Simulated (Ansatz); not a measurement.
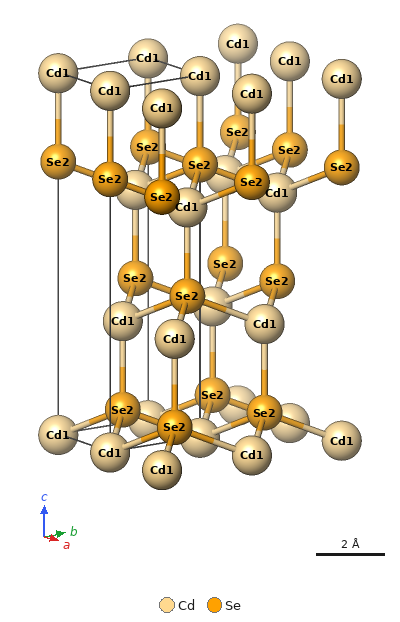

*The input geometry (ball-and-stick view of the cell 3 times as large as that of the calculation, set on its symmetry axes, repeated 2 × 2 × 1, seen slightly off an axis; atoms are numbered from 1 in the order of the input). An atom can appear more than once, as a periodic image.*

# CdSe: band-structure calculation

System: CdSe (R3m, 2 atoms in the cell).
Method: DFT, PBE, plane waves, PAW, no spin polarisation (Ansatz 0.2.0).

The structure was built on a prototype by a generator. The geometry comes from this level: r2SCAN (a point of a series of strains). It belongs to a series of runs on one base structure; here: epitaxial_111 strain -2.0%. Figures and captions count atoms from 1; the log counts them from 0 in places.

## Output
```
scf.n_extra_bands = 4 over 18 filled bands (N_el = 36.0): the run solves 22 bands
Engine: ansatz 0.2.0, x86_64-unknown-linux-gnu
Pseudopotentials: kind: paw
Pseudopotential: Cd, paw, valence charge 20, recommended cutoff 420 eV (normal), Cd.paw.azcp
Pseudopotential: Se, paw, valence charge 16, recommended cutoff 420 eV (normal), Se.paw.azcp
Functional definition: PBE
  parameter kappa = 0.804
  parameter beta = 0.06672455060314922
  exchange = pbe_x(kappa = kappa, mu = beta*pi^2/3)
  correlation = pbe_c(beta = beta)
Crystal: 2 atoms, lattice volume = 56.446 Å³
Basis set: ecut = 420 eV, 1111 PW (Γ), exchange–correlation on 60×60×60 points (8 copies of the dense FFT grid, shifted against one another)
Bands: 22, of which v1, the nominal top of the filled ones, is band 18 counted from 1 (17 counted from 0)
Symmetry: 6 space group operations
Space group: R3m (ITA 160), of the structure as read, at distance tolerance 3.8e-5 Å
k-points: 65 of 512 (time reversal used)
Non-local potential: Cd, projectors of the file, l = 0: 3, l = 1: 2, l = 2: 2, l = 3: 1
Non-local potential: Se, projectors of the file, l = 0: 2, l = 1: 2, l = 2: 3, l = 3: 1
PAW form: soft (Blöchl's): semilocal exchange-correlation on the pseudo side does not see the compensation charge
PAW one-centre angular grid: Cd, 590 points (default); XC on 64 Gauss nodes
PAW one-centre angular grid: Se, 590 points (default); XC on 64 Gauss nodes
Initial density: superposition of atomic densities (neutral atoms: chi_scale 0, normalization atom), corrected by the library's trained network
Initial wavefunctions: pseudopotential atomic-orbital guess
Functional: x = pbe(κ = 0.804, μ = 0.2195149727645171), c = pbe(β = 0.06672455060314922)
SCF iter   1: F=—  HF=-13724.764795 eV  |F-HF|=—  |Δ(HF+E_count)|=         —  Δρ=9.65e-4  dr2=1.10e-3  ethr=1.77e-3  ⟨swp⟩=5.9  Hψ=6179  notcnv=0
preconditioner: auto → none  [insulator: Δε(μ)=0.516 eV  Ē_g=12.133 eV  σ=0.020 eV  W_gap=1.00  n_scr=14 (ndim 8)  ℏωp=21.0 eV  f_vac=0.204  D(μ)=0.00/eV (n_scr^D=0)  ε∞_Penn≈4.0]
SCF iter   2: F=—  HF=-13724.765313 eV  |F-HF|=—  |Δ(HF+E_count)|=   5.18e-4  Δρ=3.70e-4  dr2=6.21e-5  ethr=3.04e-6  ⟨swp⟩=2.0  Hψ=2798  notcnv=0
SCF iter   3: F=—  HF=-13724.765351 eV  |F-HF|=—  |Δ(HF+E_count)|=   3.80e-5  Δρ=1.58e-4  dr2=1.31e-5  ethr=1.72e-7  ⟨swp⟩=2.0  Hψ=2537  notcnv=0
SCF iter   4: F=—  HF=-13724.765371 eV  |F-HF|=—  |Δ(HF+E_count)|=   1.99e-5  Δρ=7.12e-5  dr2=3.25e-6  ethr=3.64e-8  ⟨swp⟩=2.0  Hψ=1967  notcnv=0
SCF iter   5: F=—  HF=-13724.765377 eV  |F-HF|=—  |Δ(HF+E_count)|=   6.87e-6  Δρ=1.90e-5  dr2=1.97e-7  ethr=9.03e-9  ⟨swp⟩=2.0  Hψ=2015  notcnv=0
SCF iter   6: F=-13724.765378 eV  HF=-13724.765378 eV  |F-HF|=1.44e-8  |Δ(HF+E_count)|=   4.84e-7  Δρ=3.65e-6  dr2=7.02e-9  ethr=2.78e-10  ⟨swp⟩=9.2  Hψ=9740  notcnv=0
SCF 1 converged in 6 iterations: F = -13724.765378 eV  dr2 = 7.02e-9
  Residual-converged pass: ⟨swp⟩=1.0  Hψ=1690  notcnv=0  max |occ|·‖R‖ = 7.1e-9 eV (tolerance 1.0e-8 eV)  dr2=7.02e-9  dr2_onsite=2.65e-9  max |Δocc| = 5.3e-16
  greatest PAW one-centre occupation: 1.000 electrons in one spin orbital (limit 2), on the Cd atom at site 0 (counted from 0), in its partial waves of l = 0
```

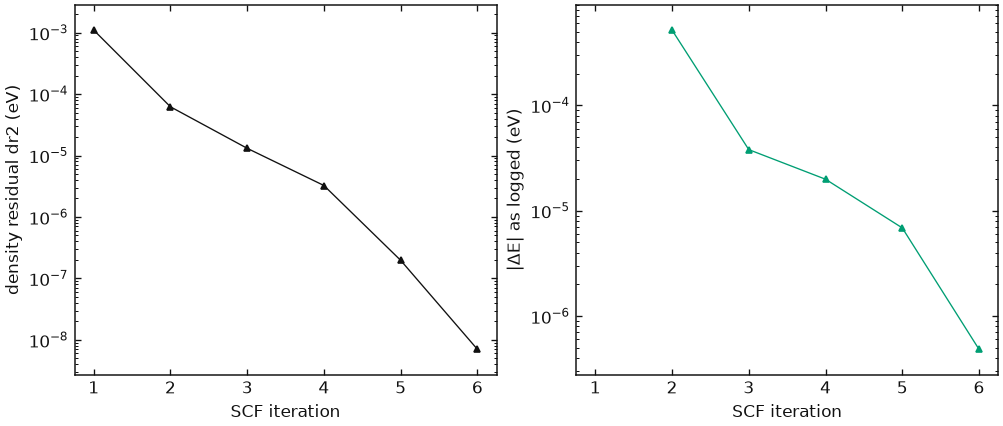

*Convergence of the self-consistent field: density residual dr2 and size of the energy change against the SCF iteration.*

The residual falls at every step.

```
NSCF: frozen V_eff on 6 k-points
SCF converged after 6 iterations
Free energy (F): -13724.765378 eV
Harris-Foulkes:  -13724.765378 eV  (|F-HF|=1.44e-8)
Internal energy: -13724.765378 eV  (E = F + TS)
E sigma→0 (E₀):  -13724.765378 eV
Fermi energy:    7.758365 eV
--- Per-component energies (eV) ---
  E_band       = -891.435547
  E_kinetic    = 623.924304
  E_local      = -6380.859004  (includes V_loc(G=0)·N_el)
  E_nonlocal   = -562.339889
  E_hartree    = 3034.505286
  E_xc         = -281.144798
  E_vxc        = -320.065658  (∫ρ·V_xc dr)
  E_paw        = -5994.610723  (= ΣΔE_a)
  E_vpaw       = -321.104170  (= ΣTr[D̂ρ^β])
  E_aug_tail   = -0.000579  (compensation charges beyond the density's cutoff)
  E_ewald      = -4164.239974
  E_smearing   = -0.000000  (= −TS)
  E_closure    = 0.000000  (closes the sum)
  Σ components = -13724.765378   (vs F -13724.765378, Δ=0.00e0)
--- Forces (eV/Å), atoms counted from 1 ---
  atom   1  Cd    -0.00283871    -0.00283871    -0.00283871
  atom   2  Se     0.00283919     0.00283919     0.00283919
  max |Σ_I F_I| component: 4.88e-7 eV/Å
--- Stress (GPa, compression-positive) ---
        2.581463      -0.533896      -0.533896
       -0.533896       2.581463      -0.533896
       -0.533896      -0.533896       2.581463
  P = ⅓ Tr σ = 2.5815 GPa (25.815 kbar)
--- Band table (eV; the first three rows and the last of 65) ---
  k-point 0: bands = ["-94.1925", "-55.2625", "-55.2625", "-55.2610", "-39.2210", "-39.2162", "-39.2162", "-39.2064", "-39.2064", "-5.1403", "-0.5004", "-0.4792", "-0.4792", "-0.1178", "-0.1178", "7.2970", "7.4875", "7.4875", "8.0151", "13.1296", "13.5187", "13.5187"]
  k-point 1: bands = ["-94.1925", "-55.2625", "-55.2625", "-55.2610", "-39.2210", "-39.2162", "-39.2162", "-39.2064", "-39.2064", "-5.0856", "-0.4823", "-0.4629", "-0.4316", "-0.1197", "-0.1179", "6.2580", "7.1988", "7.3637", "9.0011", "13.2040", "13.4157", "13.6972"]
  k-point 2: bands = ["-94.1925", "-55.2626", "-55.2625", "-55.2610", "-39.2210", "-39.2162", "-39.2161", "-39.2064", "-39.2064", "-4.9520", "-0.4416", "-0.4281", "-0.2700", "-0.1189", "-0.1119", "4.8202", "6.9159", "7.0903", "9.6702", "13.3789", "13.8139", "13.9315"]
  k-point 64: bands = ["-94.1925", "-55.2625", "-55.2625", "-55.2612", "-39.2211", "-39.2161", "-39.2161", "-39.2064", "-39.2064", "-4.7878", "-0.3882", "-0.3882", "-0.0992", "-0.0992", "0.1294", "2.9659", "6.7838", "6.7838", "10.0625", "14.0871", "14.0871", "14.6941"]
```

## File v_z.tsv
```
# z_ang	v_es[eV]	v_tot[eV]
# format = ansatz-planar-average/11
# xc	pbe
# density_cutoff_ev	1680
# datasets	Cd=:simpson_from_first_knot:soft	Se=:simpson_from_first_knot:soft
# lattice	0.077385719	3.083811065	3.083811065
# lattice	3.083811065	0.077385719	3.083811065
# lattice	3.083811065	3.083811065	0.077385719
# sites	2
# site	48	0.017280514	0.017280514	0.017280514
# site	34	1.543971448	1.543971448	1.543971448
0.000000	3.087627e0	-8.194946e0
0.145395	2.336968e0	-9.238343e0
0.290790	1.910253e0	-9.802960e0
0.436185	1.882287e0	-9.859037e0
0.581581	2.181716e0	-9.503204e0
0.726976	2.713199e0	-8.830689e0
0.872371	3.413181e0	-7.891721e0
1.017766	4.222137e0	-6.737766e0
1.163161	5.046803e0	-5.489197e0
1.308556	5.776756e0	-4.278558e0
1.453951	6.364499e0	-3.169675e0
1.599346	6.891110e0	-2.102668e0
1.744742	7.472963e0	-9.752239e-1
1.890137	8.201739e0	2.786666e-1
2.035532	9.101759e0	1.683853e0
2.180927	1.003049e1	3.099240e0
2.326322	1.074178e1	4.240928e0
2.471717	1.111953e1	4.986398e0
2.617112	1.124467e1	5.375336e0
2.762508	1.118332e1	5.417890e0
2.907903	1.095139e1	5.201219e0
3.053298	1.052045e1	4.687872e0
3.198693	9.844650e0	3.685800e0
3.344088	8.981648e0	2.263707e0
3.489483	8.052100e0	6.539868e-1
3.634878	7.146196e0	-9.965257e-1
3.780273	6.297141e0	-2.594834e0
3.925669	5.498129e0	-4.111170e0
4.071064	4.731870e0	-5.540941e0
4.216459	3.939591e0	-6.899448e0
```

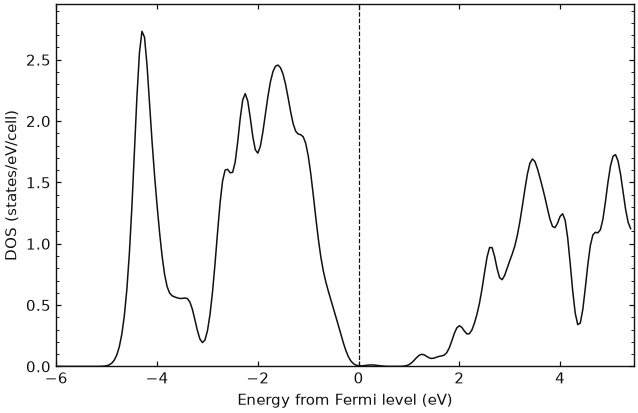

*Density of states (the curve is built from the levels of the k mesh with Gaussians 0.3 eV wide, which also blur the band edges), with energies from the Fermi level.*

Small ripples come from the finite k-point mesh.

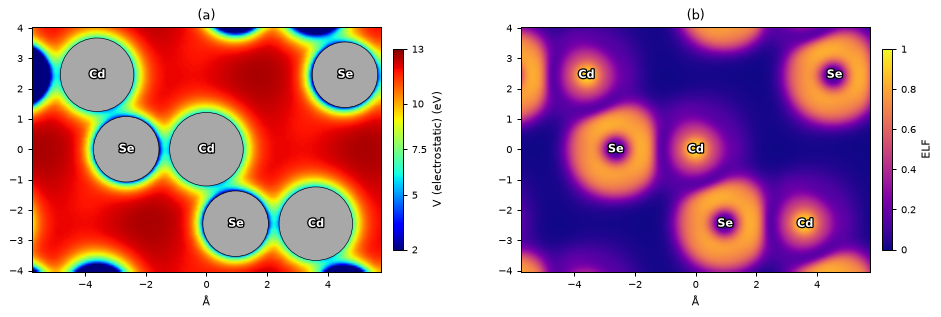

*(a) electrostatic potential (local pseudopotential plus Hartree) felt by an electron; (b) electron localisation function on the (110) plane of the conventional cell. Grey discs, where drawn, cover atomic cores.*

Cd–Se (2.64 Å): the ELF is about 0.40 at the midpoint. The strong features right at Cd lie inside the PAW spheres (semicore, d or f shells) and say nothing about bonding. Outside the cores the potential energy rises away from the atoms and is highest about 2.6 Å from the nearest atoms; outside the discs it spans about 10 eV, and its zero is arbitrary. The fields are those of the smooth PAW valence density.

This output came from the following input.

## Input file
```yaml
crystal:
  lattice:
    - [0.0773857186, 3.0838110647, 3.0838110647]
    - [3.0838110647, 0.0773857186, 3.0838110647]
    - [3.0838110647, 3.0838110647, 0.0773857186]
  atoms:
    - { symbol: Cd, position: [0.0027670924, 0.0027670924, 0.0027670924] }
    - { symbol: Se, position: [0.2472329076, 0.2472329076, 0.2472329076] }
kpoints:
  mp_grid: { grid: [8, 8, 8] }
  band_path:
    path:
      - [0.0, 0.0, 0.0]
      - [-0.5, -0.5, 0.0]
      - [-0.375, -0.375, 0.25]
      - [-0.375, 0.0, 0.375]
      - [0.0, 0.0, 0.5]
      - [-0.5, -0.25, 0.25]
    npoints: 1
hamiltonian:
  xc: pbe
scf:
  occupations: { method: fermi_dirac, width: 0.02 }
  n_extra_bands: 4
output:
  forces: true
  stress: true
  eigenvalues: true
  write_density: true
  write_potential: true
  elf: true
  volumetric_format: npy
```

Launched with:
```bash
ansatz run input.yaml --threads 2 --pin off --max-ram 29491MiB --backend cpu --events-out ev --progress --plain --runs-dir out
```

## Summary

```json
{"quantity": "outcome", "value": "converged"}
{"quantity": "space group (tolerance 0.01 Å)", "value": "R3m (160)"}
{"quantity": "electrons treated", "value": "36"}
{"quantity": "free energy", "value": "−13724.7654 eV"}
{"quantity": "Fermi energy", "value": "7.758 eV"}
{"quantity": "band gap", "value": "0.53 eV"}
{"quantity": "pressure", "value": "2.58 GPa"}
{"quantity": "largest force (length of the vector)", "value": "0.005 eV/Å"}
{"quantity": "hardware", "value": "2 threads of AMD EPYC (Zen 3), 1656 GiB of memory available, shared host"}
{"quantity": "wall time", "value": "3.1 s (CPU time 6 s)"}
{"quantity": "peak memory", "value": "0.52 GiB"}
```
